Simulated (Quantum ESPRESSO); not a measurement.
**LiCl (Fm-3m): a worked LO-TO splitting**

Wanted: the LO mode of LiCl (Fm-3m) from the TO mode and the field response.

Calculated with Quantum ESPRESSO 7.5; DFT LDA, scalar-relativistic, plane waves, PseudoDojo norm-conserving pseudopotentials.

The database entry behind the starting cell differs from later determinations by our own check (0.1 to 0.3 % short, probably kX units), so it need not match the best structure at ambient conditions.

## Step 1: Set-up

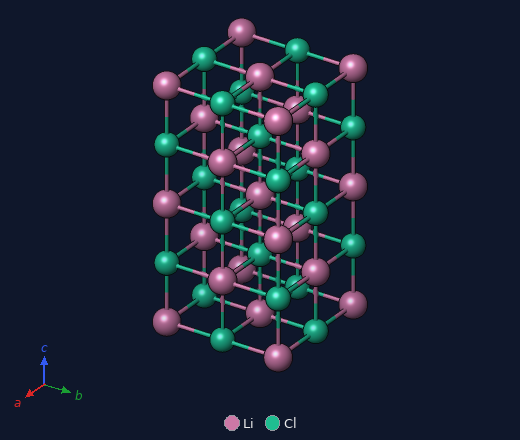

The cell as given, from a free direction (lithium pink, chlorine teal). 1×1×2 cells are drawn. This picture shows the conventional cell, with its axes. Some periodic images of atoms are drawn too.

As a file:

```cif
data_structure
_symmetry_space_group_name_H-M 'Fm-3m'
_symmetry_Int_Tables_number 225
_cell_length_a 4.9644
_cell_length_b 4.9644
_cell_length_c 4.9644
_cell_angle_alpha 90.000
_cell_angle_beta 90.000
_cell_angle_gamma 90.000
_cell_volume 122.35
loop_
_atom_site_label
_atom_site_type_symbol
_atom_site_symmetry_multiplicity
_atom_site_Wyckoff_symbol
_atom_site_fract_x
_atom_site_fract_y
_atom_site_fract_z
_atom_site_occupancy
Li1 Li 4 a 0.00000 0.00000 0.00000 1
Cl1 Cl 4 b 0.00000 0.50000 0.00000 1
```

This is the cell after its relaxation at this level of theory, not the database cell from which that began.

## Step 2: What the response run gave

A linear-response run on the relaxed cell, with the response to an electric field; only its zone-centre results are used. Cutoff 81 Ry, k mesh 8×8×8.

Output:

```text
[banners, grids, parts of the stress and lines that vanish by symmetry left out]
Program PHONON v.7.5
     Reading xml data from directory:

[...]
Exchange-correlation= PW
                           (   1   4   0   0   0   0   0)
[...]
kinetic-energy cut-off    =      81.0000  Ry
     charge density cut-off    =     324.0000  Ry
     convergence threshold     =      1.0E-18
[...]
Exchange-correlation= PW
                           (   1   4   0   0   0   0   0)
[...]
q = (   0.0000000   0.0000000   0.0000000 )
     49 Sym.Ops. (with q -> -q+G )
     G cutoff =  361.1506  (  20179 G-vectors)     FFT grid: ( 40, 40, 40)
     number of k points=    29
[...]
Mode symmetry, O_h (m-3m)  point group:
[...]
Dielectric constant
[...]
End of electric fields calculation
          Dielectric constant in cartesian axis
          (       3.189028110       0.000000000       0.000000000 )
          (       0.000000000       3.189028110      -0.000000000 )
          (       0.000000000       0.000000000       3.189028110 )
          Effective charges (d Force / dE) in cartesian axis without acoustic sum rule applied (asr)
           atom    1  Li    Mean Z*:        1.16591
      Ex  (        1.16591        0.00000        0.00000 )
      Ey  (        0.00000        1.16591       -0.00000 )
      Ez  (        0.00000       -0.00000        1.16591 )
           atom    2  Cl    Mean Z*:       -1.16681
      Ex  (       -1.16681        0.00000        0.00000 )
      Ey  (        0.00000       -1.16681       -0.00000 )
      Ez  (        0.00000       -0.00000       -1.16681 )
          Effective charges Sum: Mean:       -0.00090
[...]
Effective charges (d Force / dE) in cartesian axis with asr applied:
           atom    1  Li    Mean Z*:        1.16636
[...]
atom    2  Cl    Mean Z*:       -1.16636
[...]
Representation #   1 modes #   1   2   3
[...]
End of self-consistent calculation
     Convergence has been achieved
     Representation #   2 modes #   4   5   6
[...]
End of self-consistent calculation
     Convergence has been achieved
[...]
Dielectric constant in cartesian axis
          (       3.189028110       0.000000000       0.000000000 )
          (       0.000000000       3.189028110      -0.000000000 )
          (       0.000000000       0.000000000       3.189028110 )
          Effective charges (d Force / dE) in cartesian axis without acoustic sum rule applied (asr)
           atom    1  Li    Mean Z*:        1.16591
      Ex  (        1.16591        0.00000        0.00000 )
      Ey  (        0.00000        1.16591       -0.00000 )
      Ez  (        0.00000       -0.00000        1.16591 )
           atom    2  Cl    Mean Z*:       -1.16681
      Ex  (       -1.16681        0.00000        0.00000 )
      Ey  (        0.00000       -1.16681       -0.00000 )
      Ez  (        0.00000       -0.00000       -1.16681 )
          Effective charges Sum: Mean:       -0.00090
[...]
Effective charges (d Force / dE) in cartesian axis with asr applied:
           atom    1  Li    Mean Z*:        1.16636
[...]
atom    2  Cl    Mean Z*:       -1.16636
[...]
q = (    0.000000000   0.000000000   0.000000000 )
[...]
freq (    1) =      -0.034353 [THz] =      -1.145905 [cm-1]
     freq (    2) =      -0.034353 [THz] =      -1.145905 [cm-1]
     freq (    3) =      -0.034353 [THz] =      -1.145905 [cm-1]
     freq (    4) =       6.852937 [THz] =     228.589377 [cm-1]
     freq (    5) =       6.852937 [THz] =     228.589377 [cm-1]
     freq (    6) =       6.852937 [THz] =     228.589377 [cm-1]
[...]
Mode symmetry, O_h (m-3m)  point group:
     freq (   1-   3) =         -1.1  [cm-1]   --> T_1u G_15  G_4- I
     freq (   4-   6) =        228.6  [cm-1]   --> T_1u G_15  G_4- I

   JOB DONE.
```

```tsv
quantity	value
cell volume Ω (Å³)	30.587
mass of Li (u)	6.940
mass of Cl (u)	35.450
Born charge of Li, raw (e)	1.166
Born charge of Cl, raw (e)	-1.167
ε∞	3.189
ω(TO) after the sum rule (cm⁻¹)	228.6
```

## Step 3: The calculation

The charges must sum to zero over the cell; taking off their mean, 0.000 e, leaves Z* = 1.166 e on Li. In the polar mode Li moves against Cl, so the reduced mass is μ = 6.94 × 35.45 / 42.39 = 5.804 u.

A longitudinal wave builds up a field that adds to the restoring force: ω(LO)² = ω(TO)² + 4π Z*² / (μ Ω ε∞), in Hartree atomic units. With μ = 10580 electron masses and Ω = 206.41 bohr³ the second term is 2.4547e-06 Ha², or 118241 cm⁻² (1 Ha = 219474.6 cm⁻¹).

So ω(LO) = √(52258 + 118241) = 412.9 cm⁻¹, and by the Lyddane-Sachs-Teller relation ε₀ = ε∞ (ω(LO)/ω(TO))² = 10.40.

## Step 4: Check against the program

The analysis program adds the same non-analytic term to the full matrix, here for q along (1 0 0).

Output:

```text
[banner, memory and clock lines left out]
Program DYNMAT v.7.5

     Reading Dynamical Matrix from file g.dyn
     ...Force constants read
     ...epsilon and Z* read

     Polarizability (A^3 units)
     multiply by 0.578143 for Clausius-Mossotti correction
         5.328249    0.000000    0.000000
         0.000000    5.328249    0.000000
         0.000000   -0.000000    5.328249

     IR activities are in (D/A)^2/amu units

# mode   [cm-1]    [THz]      IR
    1     -0.00   -0.0000    0.0000
    2     -0.00   -0.0000    0.0000
    3      0.00    0.0000    0.0000
    4    228.60    6.8531    5.4078
    5    228.60    6.8531    5.4078
    6    412.91   12.3789    5.4078
```

ε₀ comes from the program's run without a direction of q.

```tsv
quantity	by hand	program
ω(LO) (cm⁻¹)	412.9	412.9
ε₀	10.40	10.40
```

## Step 5: Results

| Quantity | Value |
| --- | --- |
| TO mode | 228.6 cm⁻¹ |
| LO mode | 412.9 cm⁻¹ |
| static dielectric constant | 10.40 |

**Reading.** The LO mode of LiCl (Fm-3m) lies at 413 cm⁻¹, 184 cm⁻¹ above the TO mode; the formula meets the program within 0.1 cm⁻¹, as it must for a cubic crystal with one polar mode. ω(LO)² − ω(TO)² goes with Z*²/ε∞: an error of 5 % in ε∞ would move the LO mode by 6.9 cm⁻¹, and semilocal functionals tend to overestimate ε∞. These are harmonic values at zero temperature, at the volume of this functional, for the structure held cubic; stability elsewhere in the zone is no part of this calculation.

[Host names and launcher messages were left out of these logs when they were recorded.]

[Logs are printed without paths, hosts, clocks, repeated set-up lines and the standing remarks that a program may print on its own settings, such as how far it seeks lower states.]

[Hosts, paths, dates, database ids (printed as entryN), source tags and the programs' standing remarks are cut or masked in the printed files.]
